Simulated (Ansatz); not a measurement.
System: CrCuO2.

```cif
data_structure
_symmetry_space_group_name_H-M 'P 1'
_symmetry_Int_Tables_number 1
_cell_length_a 2.9734
_cell_length_b 2.9734
_cell_length_c 17.1000
_cell_angle_alpha 90.000
_cell_angle_beta 90.000
_cell_angle_gamma 120.000
_cell_volume 130.93
loop_
_atom_site_label
_atom_site_type_symbol
_atom_site_fract_x
_atom_site_fract_y
_atom_site_fract_z
_atom_site_occupancy
Cu1 Cu 0.00000 0.00000 0.00000 1
Cu2 Cu 0.66667 0.33333 0.33333 1
Cu3 Cu 0.33333 0.66667 0.66667 1
Cr1 Cr 0.33333 0.66667 0.16667 1
Cr2 Cr 0.00000 0.00000 0.50000 1
Cr3 Cr 0.66667 0.33333 0.83333 1
O1 O 0.66667 0.33333 0.22541 1
O2 O 0.33333 0.66667 0.55875 1
O3 O 0.00000 0.00000 0.89208 1
O4 O 0.00000 0.00000 0.10792 1
O5 O 0.66667 0.33333 0.44125 1
O6 O 0.33333 0.66667 0.77459 1
```

Space group R-3m; spin-polarised.

Method: Ansatz, Kohn-Sham DFT of a periodic cell, r2SCAN, Ansatz PAW.

> Predict the valence pseudo-density, electron localisation function and spin density between the atoms.

Cu–O (1.85 Å): the density is about 0.83 e/Å³ at the midpoint; the ELF peaks at about 0.85 in the valence shell of O, 0.6 Å from its nucleus, and is about 0.25 at the midpoint (no shared electron pair shows on this line).
The spin density sits on Cr: +2.4 μB (×3) in one cell of 12 atoms: parallel main moments, as they must be, since the calculation's own cell holds one magnetic site. The cell of the calculation (4 atoms) carries 3.0 μB of net spin moment.

> Does the calculation make it a metal, or give it a gap?

It is gapped, with a Kohn–Sham gap of 1.7 eV on the k-point mesh, an upper bound to the gap of this method.

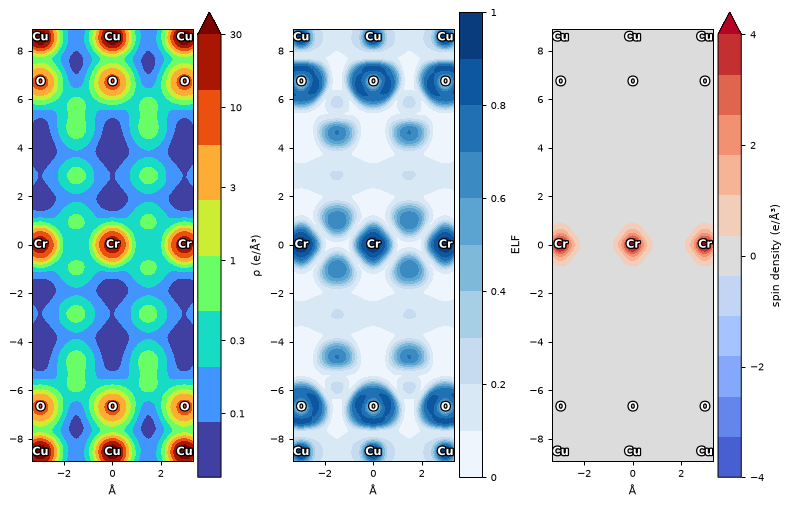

Computed valence pseudo-density, electron localisation function and spin density on the (100) plane of the conventional cell, in this order. Atoms just off the plane (Cu, 0.9 Å away, Cr, 0.9 Å away and O, 0.9 Å away) can leave unmarked features too.

The density is the valence pseudo-density of a PAW calculation; it isn't the true density close to the nuclei.
